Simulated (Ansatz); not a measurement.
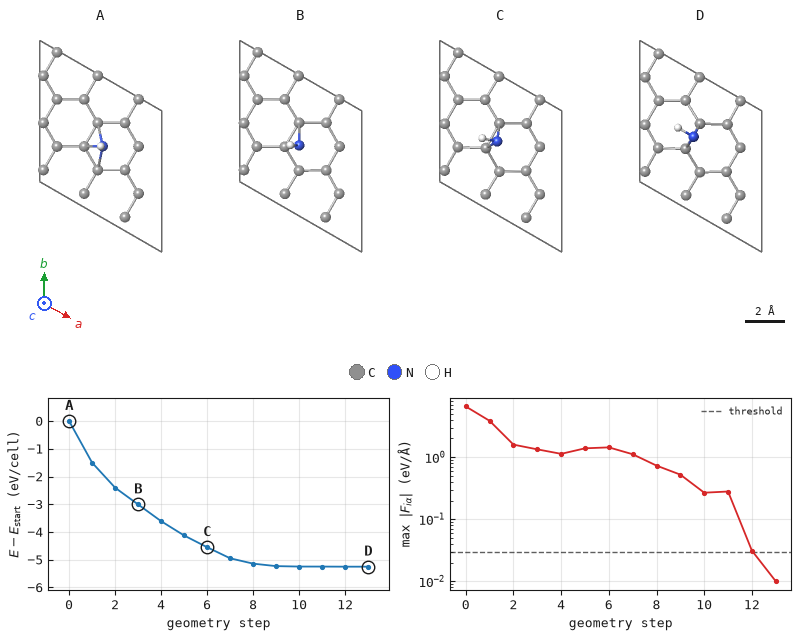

Frames of a relaxation of a slab of composition HC18N, marked on the history of the run. Style: ball-and-stick. Shown: the cell of the calculation, outlined in the plane, without the vacuum (origin shifted), along the c axis.

It is NH on graphene monolayer, set down by a guess. The run prepares an end point of a later path (molecule hop) calculation, from a guessed geometry.

The calculation used Ansatz 0.2.0, DFT PBE, scalar-relativistic, plane waves, PAW.

The input:
```yaml
crystal:
  lattice:
    - [7.398, 0.0, 0.0]
    - [-3.699, 6.406856, 0.0]
    - [0.0, 0.0, 12.0]
  atoms:
    - { symbol: C, position: [0.0, 0.0, 0.0833333] }
    - { symbol: C, position: [0.2222222, 0.1111111, 0.0833333] }
    - { symbol: C, position: [0.0, 0.3333333, 0.0833333] }
    - { symbol: C, position: [0.2222222, 0.4444444, 0.0833333] }
    - { symbol: C, position: [0.0, 0.6666667, 0.0833333] }
    - { symbol: C, position: [0.2222222, 0.7777778, 0.0833333] }
    - { symbol: C, position: [0.3333333, 0.0, 0.0833333] }
    - { symbol: C, position: [0.5555556, 0.1111111, 0.0833333] }
    - { symbol: C, position: [0.3333333, 0.3333333, 0.0833333] }
    - { symbol: C, position: [0.5555556, 0.4444444, 0.0833333] }
    - { symbol: C, position: [0.3333333, 0.6666667, 0.0833333] }
    - { symbol: C, position: [0.5555556, 0.7777778, 0.0833333] }
    - { symbol: C, position: [0.6666667, 0.0, 0.0833333] }
    - { symbol: C, position: [0.8888889, 0.1111111, 0.0833333] }
    - { symbol: C, position: [0.6666667, 0.3333333, 0.0833333] }
    - { symbol: C, position: [0.8888889, 0.4444444, 0.0833333] }
    - { symbol: C, position: [0.6666667, 0.6666667, 0.0833333] }
    - { symbol: C, position: [0.8888889, 0.7777778, 0.0833333] }
    - { symbol: "N", position: [0.7065344, 0.8546731, 0.18] }
    - { symbol: H, position: [0.6909292, 0.8466034, 0.2658333] }
basis:
  ecutwfc: 420.0
kpoints:
  mp_grid: { grid: [2, 2, 1] }
hamiltonian:
  xc: pbe
scf:
  occupations: { method: fermi_dirac, width: 0.05 }
  lower_state_search: "off"
relax:
  f_tol: 0.03
  max_steps: 60
  adjacent_minimum: "off"
```

Run as
```bash
ansatz run input.yaml --threads 1 --pin off --max-ram 3072MiB --backend cpu --events-out ev --progress --plain --runs-dir out
```

Q: What happens along the run?

A: The largest move relative to the layer's centre is that of H20, 1.55 Å at 83° to the normal (−c side). By element the largest moves are H 1.55 Å, N 0.81 Å, C 0.34 Å. The lattice vectors keep their values. Among the contacts that change: C17–N19 1.720 → 2.465 Å, C14–N19 2.051 → 2.465 Å, C13–N19 1.705 → 1.493 Å, C12–C13 1.424 → 1.519 Å. Among the angles between lasting bonds that change: C17–C12–N19 71.7° → 112.7°, C14–C13–N19 81.4° → 112.7°, C12–N19–H20 134.6° → 107.6°. After 13 geometry steps the energy has fallen by 5.252 eV per cell of the calculation. Largest force component: 6.6 eV/Å at the start, 0.01 eV/Å at the end. The run took 39 s on 1 thread of AMD EPYC 9R45 96-Core Processor (Zen 5) (shared host), peak memory 0.71 GiB. From step 0 to 3: H20 moves most (0.59 Å), energy −3.009 eV per cell of the calculation. From step 3 to 6: H20 moves most (0.56 Å), energy −1.542 eV per cell of the calculation. From step 6 to 13: H20 moves most (0.68 Å), energy −0.701 eV per cell of the calculation.

Limits of the set-up: the periodic images lie only 7.4 Å apart, so the values are limited by the cell's size.
